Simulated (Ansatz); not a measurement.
## Changed inputs in constrained RPA: CuF3 (honeycomb trihalide sheet)

Aim: hold the target of a cRPA run on CuF3 (honeycomb trihalide sheet) and move one thing at a time.

Method: constrained RPA on PBEsol, plane waves, PAW, in Ansatz 0.2.0.

## 1. The starting structure

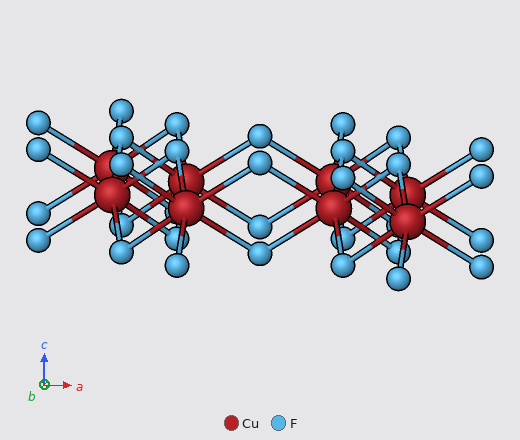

Start, viewed nearly edge on; copper red, fluorine blue. 2×2×1 cells are drawn. Some periodic images of atoms are drawn too.

The cell holds 8 atoms: 2 Cu and 6 F. Cell: a = 5.159 Å, b = 5.159 Å, c = 28.291 Å, α = 90.0°, β = 90.0°, γ = 120.0°. Vacuum lies along c.

The structure was relaxed with PBEsol. The structure was generated from a model, not taken from a measurement. The runs that relaxed it are not among those shown. The program's search for lower electronic states was switched off, so nothing shows that the state found is the lowest. The default PAW set here is soft_2. Its files were made with PBE. The Coulomb interaction is cut off across the vacuum.

## 2. Base: Cu eg, bands v2 to c2, 6×6×1 mesh, medium accuracy

Constrained RPA screens the interaction with every transition except those inside the target bands, which a later many-body model would treat itself.

input.yaml

```yaml
crystal:
  lattice:
    - [4.21212912, -2.10606456, 2.10606456]
    - [-2.10606456, -2.10606456, -4.21212912]
    - [16.33393194, 16.33393194, -16.33393194]
  atoms:
    - { symbol: Cu, position: [0.3333333333, 0.6666666667, 0.3224606945] }
    - { symbol: Cu, position: [0.6666666667, 0.3333333333, 0.3224606945] }
    - { symbol: F, position: [0.3745621811, 0.0, 0.3573881468] }
    - { symbol: F, position: [0.0, 0.3745621811, 0.3573881468] }
    - { symbol: F, position: [0.6254378189, 0.6254378189, 0.3573881468] }
    - { symbol: F, position: [0.6254378189, 0.0, 0.2875332421] }
    - { symbol: F, position: [0.0, 0.6254378189, 0.2875332421] }
    - { symbol: F, position: [0.3745621811, 0.3745621811, 0.2875332421] }
  periodic: [true, true, false]
kpoints:
  mp_grid: { grid: [6, 6, 1] }
hamiltonian:
  xc: pbesol
scf:
  occupations: { method: gaussian, width: 0.08 }
  n_extra_bands: 24
  max_iter: 150
  lower_state_search: "off"
output:
  crpa:
    kmesh: [6, 6, 1]
    target_bands: [v2, c2]
    projections: [{ species: Cu, l: d, shell: 3, orbitals: [dz2, dx2-y2] }]
  local_orbitals:
    kmesh: [12, 12, 1]
    orbitals: [{ species: Cu, l: d, shell: 3, orbitals: [dz2, dx2-y2] }]
    window: { bands: [v2, c2] }
    seedname: lo
```

Command:

```console
ansatz run input.yaml --threads 4 --pin off --max-ram 14745MiB --backend cpu --events-out ev --progress --plain --runs-dir out
```

Numbers of over 12 decimals in the logs are rounded to 6 here.

The log of the run:

```text
scf.n_extra_bands = 24 over 40 filled bands (N_el = 80.0): the run solves 64 bands
Engine: ansatz 0.2.0, aarch64-unknown-linux-gnu
Pseudopotentials: kind: paw
Pseudopotential: Cu, paw, valence charge 19, recommended cutoff 420 eV (normal), Cu.paw.azcp
Pseudopotential: F, paw, valence charge 7, recommended cutoff 420 eV (normal), F.paw.azcp
Functional definition: PBEsol
  exchange = pbesol_x
  correlation = pbesol_c
Crystal: 8 atoms, lattice volume = 652.044 Å³
Basis set: ecut = 420 eV, 12773 PW (Γ)
Bands: 64, of which v1, the nominal top of the filled ones, is band 40 counted from 1 (39 counted from 0)
Symmetry: 12 space group operations
Space group: P-31m (ITA 162), of the structure as read, at distance tolerance 8.7e-5 Å
k-points: 7 of 36
Non-local potential: Cu, projectors of the file, l = 0: 3, l = 1: 2, l = 2: 3, l = 3: 1
Non-local potential: F, projectors of the file, l = 0: 2, l = 1: 2, l = 2: 1
PAW form: soft (Blöchl's): semilocal exchange-correlation on the pseudo side does not see the compensation charge
PAW frozen core: Cu, regenerated for the run's functional, and the local potential with it (the file was generated under x = pbe(κ = 0.804, μ = 0.219515), c = pbe(β = 0.066725))
PAW frozen core: F, regenerated for the run's functional, and the local potential with it (the file was generated under x = pbe(κ = 0.804, μ = 0.219515), c = pbe(β = 0.066725))
PAW one-centre angular grid: Cu, 590 points (default); XC on 64 Gauss nodes
PAW one-centre angular grid: F, 110 points (default); XC on 64 Gauss nodes
Initial density: superposition of atomic densities (neutral atoms: chi_scale 0, normalization atom), corrected by the library's trained network
Initial wavefunctions: pseudopotential atomic-orbital guess
Functional: x = pbesol(κ = 0.804, μ = 0.123457), c = pbesol(β = 0.046)
SCF iter   1: F=—  HF=-17973.182427 eV  |F-HF|=—  |Δ(HF+E_count)|=         —  Δρ=9.07e-3  dr2=1.82e-1  ethr=1.77e-3  ⟨swp⟩=7.7  Hψ=2324  notcnv=0  defer=85
preconditioner: auto → LDOS  [insulator: Δε(μ)=0.122 eV  Ē_g=17.232 eV  σ=0.080 eV  W_gap=0.59  n_scr=82 (ndim 8)  ℏωp=11.6 eV  f_vac=0.838  D(μ)=4.32/eV (n_scr^D=8)  ε∞_Penn≈1.5  β→1.0]
SCF iter   2: F=—  HF=-17973.177127 eV  |F-HF|=—  |Δ(HF+E_count)|=   5.30e-3  Δρ=6.47e-3  dr2=1.26e-1  ethr=2.27e-4  ⟨swp⟩=2.9  Hψ=914  notcnv=0  defer=115
SCF iter   3: F=—  HF=-17973.125684 eV  |F-HF|=—  |Δ(HF+E_count)|=   5.14e-2  Δρ=2.41e-3  dr2=2.37e-2  ethr=1.57e-4  ⟨swp⟩=2.9  Hψ=735  notcnv=0  defer=115
SCF iter   4: F=—  HF=-17973.121309 eV  |F-HF|=—  |Δ(HF+E_count)|=   4.38e-3  Δρ=1.61e-3  dr2=1.14e-2  ethr=2.96e-5  ⟨swp⟩=2.0  Hψ=525  notcnv=0  defer=115
SCF iter   5: F=—  HF=-17973.119403 eV  |F-HF|=—  |Δ(HF+E_count)|=   1.91e-3  Δρ=7.99e-4  dr2=3.29e-3  ethr=1.43e-5  ⟨swp⟩=2.1  Hψ=519  notcnv=0  defer=115
[...]
cRPA screening: q 2/36
cRPA screening: q 6/36 (q-point 3)
cRPA screening: q 10/36 (q-point 4)
cRPA screening: q 12/36 (q-point 8)
cRPA screening: q 14/36 (q-point 9)
cRPA screening: q 18/36 (q-point 10)
cRPA screening: q 22/36 (q-point 11)
cRPA screening: q 26/36 (q-point 12)
cRPA screening: q 28/36 (q-point 15)
cRPA screening: q 30/36 (q-point 16)
cRPA screening: q 34/36 (q-point 17)
cRPA screening: q 36/36 (q-point 22)
SCF converged after 8 iterations
Free energy (F): -17973.120992 eV
Harris-Foulkes:  -17973.120991 eV  (|F-HF|=1.58e-7)
Internal energy: -17973.101197 eV  (E = F + TS)
E sigma→0 (E₀):  -17973.111094 eV
Entropy (-TS):   -0.019794 eV (-2.474 meV/atom)
Fermi energy:    -8.800517 eV
--- Per-component energies (eV) ---
  E_band       = -2414.219420
  E_kinetic    = 1813.920281
  E_local      = -168998.315549  (includes V_loc(G=0)·N_el)
  E_nonlocal   = 1202.483191
  E_hartree    = 82817.825760
  E_xc         = -642.998801
  E_vxc        = -830.070080  (∫ρ·V_xc dr)
  E_paw        = -4384.434270  (= ΣΔE_a)
  E_vpaw       = -1237.888774  (= ΣTr[D̂ρ^β])
  E_aug_tail   = 0.012419  (compensation charges beyond the density's cutoff)
  E_ewald      = 70217.738711
  E_core_change = 0.667060  (= ΣΔE_core)
  E_smearing   = -0.019794  (= −TS)
  E_closure    = -0.000000  (closes the sum)
  Σ components = -17973.120992   (vs F -17973.120992, Δ=0.00e0)
--- Band table (eV; the first three rows and the last of 7) ---
  k-point 0: bands = [... 36 lower, -10.0912, -10.0912, -8.8912, -8.8912, -8.4815, -8.4815, -2.1528, -0.4844, ... 20 higher]
  k-point 1: bands = [... 36 lower, -10.0014, -9.9892, -8.9056, -8.8979, -8.5489, -8.4746, -1.8377, -0.2708, ... 20 higher]
  k-point 2: bands = [... 36 lower, -9.9761, -9.8530, -8.9440, -8.9324, -8.6326, -8.4665, -0.9966, 0.3505, ... 20 higher]
  k-point 6: bands = [... 36 lower, -10.0290, -9.9068, -9.0189, -8.8224, -8.8224, -8.3720, 0.5924, 0.5924, ... 20 higher]
  the weakly bound empty levels are not read free of the cell's end (no_gap_told)
--- cRPA (band scheme, projected local orbitals): target bands 39..42 (1-based), 4 Wannier function(s), 6×6×1 mesh, 84 bands' worth read of 89 solved, ecut_chi 136.0 eV, v(q+G=0) probe_charge, pair densities all_electron ---
  χ-basis size per q: N_G = 2317..2397
  window electrons = 4.0000, filled by tetrahedron_uncorrected; constrained ε̄⁻¹(q = 0, 0) head = 0.768889; min gauge Gram eig = 0.3881
  Kanamori averages over each shell's own Wannier functions (sites counted from 0, functions from 1):
  Each shell's averages of U are screened by what lies outside the whole window alone: parameters of one model of all the shells.
    Site 0, 3D, 2 of 5 d orbitals (Wannier functions 1, 2; wannier90's mr 1, 4):
      screened: U = 4.3319 eV, U' = 3.4969 eV, J = 0.4175 eV
      screened, to within: U = 9.9e-3 eV, U' = 9.9e-3 eV, J = 5.6e-4 eV
      bare: V = 14.2658 eV, V' = 12.6753 eV, J = 0.7953 eV
    Site 1, 3D, 2 of 5 d orbitals (Wannier functions 3, 4; wannier90's mr 1, 4):
      screened: U = 4.3319 eV, U' = 3.4969 eV, J = 0.4175 eV
      screened, to within: U = 9.9e-3 eV, U' = 9.9e-3 eV, J = 5.6e-4 eV
      bare: V = 14.2658 eV, V' = 12.6753 eV, J = 0.7953 eV
  Hermiticity witness max|P − P†| over intra, direct and exchange elements: 8.88e-15 eV (screened), 3.15e-17 eV (bare)
  Reality witness max|Im| over intra, direct and exchange elements: 2.60e-16 eV (screened), 5.22e-16 eV (bare)
```

Run time: 18 min. Hardware: 4 threads of Arm Neoverse V1, shared host; peak memory 4 GiB; 68 min of CPU time.

The column dr2 measures how far the density is from self-consistency, as an energy; F and HF (Harris–Foulkes) agree once it is small.

Numbers from this step:

- U: 4.332 eV
- U prime (inter-orbital): 3.497 eV
- J: 0.4175 eV
- bare V: 14.27 eV
- bare J: 0.7953 eV
- stated bound on U: 0.009851 eV
- U over bare V: 0.3037
- electrons in the window: 4.000
- head of the constrained inverse dielectric matrix: 0.7689
- least eigenvalue of the projection's overlap: 0.3881
- target functions: 4
- bands in the sums: 84
- r.m.s. miss of the model bands: 9.69e-6 eV
- width of the target bands: 0.6469 eV
- weight of the projected orbitals in the window: 0.4555

On the Cu eg shell, screening brings the on-site interaction from 14.3 eV down to U = 4.33 eV.

## 3. Changed: 3×3×1 mesh

input.yaml, as its differences from that of step 2:

```diff
@@ -26,9 +26,4 @@
   crpa:
-    kmesh: [6, 6, 1]
+    kmesh: [3, 3, 1]
     target_bands: [v2, c2]
     projections: [{ species: Cu, l: d, shell: 3, orbitals: [dz2, dx2-y2] }]
-  local_orbitals:
-    kmesh: [12, 12, 1]
-    orbitals: [{ species: Cu, l: d, shell: 3, orbitals: [dz2, dx2-y2] }]
-    window: { bands: [v2, c2] }
-    seedname: lo
```

The log of the run:

```text
[...]
Crystal: 8 atoms, lattice volume = 652.044 Å³
Basis set: ecut = 420 eV, 12773 PW (Γ)
Bands: 64, of which v1, the nominal top of the filled ones, is band 40 counted from 1 (39 counted from 0)
Symmetry: 12 space group operations
[...]
k-points: 7 of 36
[...]
SCF iter   1: F=—  HF=-17973.182427 eV  |F-HF|=—  |Δ(HF+E_count)|=         —  Δρ=9.07e-3  dr2=1.82e-1  ethr=1.77e-3  ⟨swp⟩=7.7  Hψ=2324  notcnv=0  defer=85
[...]
SCF iter   8: F=-17973.120992 eV  HF=-17973.120991 eV  |F-HF|=1.58e-7  |Δ(HF+E_count)|=   4.18e-5  Δρ=2.63e-6  dr2=2.81e-8  ethr=1.25e-10  ⟨swp⟩=28.4  Hψ=4192  notcnv=0
SCF 1 converged in 8 iterations: F = -17973.120992 eV  dr2 = 2.81e-8
[...]
NSCF: frozen V_eff on 3 k-points
[...]
cRPA screening: q 1/9
cRPA screening: q 2/9
cRPA screening: q 6/9 (q-point 5)
cRPA screening: q 8/9 (q-point 6)
SCF converged after 8 iterations
[...]
k-point 1: bands = [... 36 lower, -10.0014, -9.9892, -8.9056, -8.8979, -8.5489, -8.4746, -1.8377, -0.2708, ... 20 higher]
  k-point 2: bands = [... 36 lower, -9.9761, -9.8530, -8.9440, -8.9324, -8.6326, -8.4665, -0.9966, 0.3505, ... 20 higher]
  k-point 6: bands = [... 36 lower, -10.0290, -9.9068, -9.0189, -8.8224, -8.8224, -8.3720, 0.5924, 0.5924, ... 20 higher]
  the weakly bound empty levels are not read free of the cell's end (no_gap_told)
[...]
χ-basis size per q: N_G = 2344..2397
[...]
Site 0, 3D, 2 of 5 d orbitals (Wannier functions 1, 2; wannier90's mr 1, 4):
      screened: U = 4.3661 eV, U' = 3.5322 eV, J = 0.4169 eV
      screened, to within: U = 1.2e-2 eV, U' = 1.2e-2 eV, J = 6.7e-4 eV
      bare: V = 14.3024 eV, V' = 12.7123 eV, J = 0.7950 eV
    Site 1, 3D, 2 of 5 d orbitals (Wannier functions 3, 4; wannier90's mr 1, 4):
      screened: U = 4.3661 eV, U' = 3.5322 eV, J = 0.4169 eV
      screened, to within: U = 1.2e-2 eV, U' = 1.2e-2 eV, J = 6.7e-4 eV
      bare: V = 14.3024 eV, V' = 12.7123 eV, J = 0.7950 eV
[...]
[key lines of the parts left out:]
Free energy (F): -17973.120992 eV
Fermi energy:    -8.800517 eV
```

Run time: 3.6 min. Hardware: 4 threads; peak memory 3.2 GiB.

Numbers from this step:

| Item | Value |
| --- | --- |
| U | 4.366 eV |
| U prime (inter-orbital) | 3.532 eV |
| J | 0.4169 eV |
| bare V | 14.30 eV |
| bare J | 0.7950 eV |
| stated bound on U | 0.01114 eV |
| U over bare V | 0.3053 |
| electrons in the window | 4.000 |
| head of the constrained inverse dielectric matrix | 0.7384 |
| least eigenvalue of the projection's overlap | 0.3881 |
| target functions | 4 |
| bands in the sums | 84 |
| width of the target bands | 0.6469 eV |
| weight of the projected orbitals in the window | 0.4555 |

On the Cu eg shell, screening brings the on-site interaction from 14.3 eV down to U = 4.37 eV.

## 4. Changed: sums over states

input.yaml, as its differences from that of step 3:

```diff
@@ -26,4 +26,7 @@
   crpa:
-    kmesh: [3, 3, 1]
+    kmesh: [6, 6, 1]
     target_bands: [v2, c2]
     projections: [{ species: Cu, l: d, shell: 3, orbitals: [dz2, dx2-y2] }]
+    accuracy: sum_over_states
+    n_empty_bands: 80
+    ecut_chi: 250
```

The log of the run:

```text
[...]
Crystal: 8 atoms, lattice volume = 652.044 Å³
Basis set: ecut = 420 eV, 12773 PW (Γ)
Bands: 64, of which v1, the nominal top of the filled ones, is band 40 counted from 1 (39 counted from 0)
Symmetry: 12 space group operations
[...]
k-points: 7 of 36
[...]
Site 0, 3D, 2 of 5 d orbitals (Wannier functions 1, 2; wannier90's mr 1, 4):
      screened: U = 4.5699 eV, U' = 3.6331 eV, J = 0.4684 eV
      bare: V = 14.2658 eV, V' = 12.6753 eV, J = 0.7953 eV
    Site 1, 3D, 2 of 5 d orbitals (Wannier functions 3, 4; wannier90's mr 1, 4):
      screened: U = 4.5699 eV, U' = 3.6331 eV, J = 0.4684 eV
      bare: V = 14.2658 eV, V' = 12.6753 eV, J = 0.7953 eV
[...]
[key lines of the parts left out:]
SCF converged after 8 iterations
Free energy (F): -17973.120992 eV
Fermi energy:    -8.800517 eV
```

Wall time 11 min (4 threads); peak memory 3.5 GiB; 43 min of CPU time.

This variant gives U = 4.57 eV against 4.33 eV. It is a finite sum over empty states with no bound on its error and stays out of the table below.

## 5. Changed: accuracy high

input.yaml, as its differences from that of step 4:

```diff
@@ -29,4 +29,2 @@
     projections: [{ species: Cu, l: d, shell: 3, orbitals: [dz2, dx2-y2] }]
-    accuracy: sum_over_states
-    n_empty_bands: 80
-    ecut_chi: 250
+    accuracy: high
```

The log of the run:

```text
[...]
Crystal: 8 atoms, lattice volume = 652.044 Å³
Basis set: ecut = 420 eV, 12773 PW (Γ)
Bands: 64, of which v1, the nominal top of the filled ones, is band 40 counted from 1 (39 counted from 0)
Symmetry: 12 space group operations
[...]
k-points: 7 of 36
[...]
screened: U = 4.3330 eV, U' = 3.4979 eV, J = 0.4176 eV
      screened, to within: U = 1.4e-3 eV, U' = 1.4e-3 eV, J = 5.7e-5 eV
      bare: V = 14.2658 eV, V' = 12.6753 eV, J = 0.7953 eV
    Site 1, 3D, 2 of 5 d orbitals (Wannier functions 3, 4; wannier90's mr 1, 4):
      screened: U = 4.3330 eV, U' = 3.4979 eV, J = 0.4176 eV
      screened, to within: U = 1.4e-3 eV, U' = 1.4e-3 eV, J = 5.7e-5 eV
      bare: V = 14.2658 eV, V' = 12.6753 eV, J = 0.7953 eV
[...]
[key lines of the parts left out:]
SCF converged after 8 iterations
Free energy (F): -17973.120992 eV
Fermi energy:    -8.800517 eV
```

Elapsed: 24 min, on 4 threads; peak memory 4 GiB.

Numbers from this step:

```
U                                                 : 4.333 eV
U prime (inter-orbital)                           : 3.498 eV
J                                                 : 0.4176 eV
bare V                                            : 14.27 eV
bare J                                            : 0.7953 eV
stated bound on U                                 : 0.001396 eV
U over bare V                                     : 0.3037
electrons in the window                           : 4.000
head of the constrained inverse dielectric matrix : 0.7689
least eigenvalue of the projection's overlap      : 0.3881
target functions                                  : 4
bands in the sums                                 : 84
width of the target bands                         : 0.6469 eV
weight of the projected orbitals in the window    : 0.4555
```

On the Cu eg shell, screening brings the on-site interaction from 14.3 eV down to U = 4.33 eV.

(Part 1 of 2 ends here.)

[Paths, hosts, dates, memory and timing lines, banners, echoed tables and standing remarks are left out of the program output.]

[Logs are printed without paths, hosts, clocks, repeated set-up lines and the standing remarks that a program may print on its own settings, such as how far it seeks lower states.]

[Runs of the session that timed out or met a known fault of the program may be left out.]

[Hosts, paths, dates, database ids (printed as entryN), source tags and the programs' standing remarks are cut or masked in the printed files.]
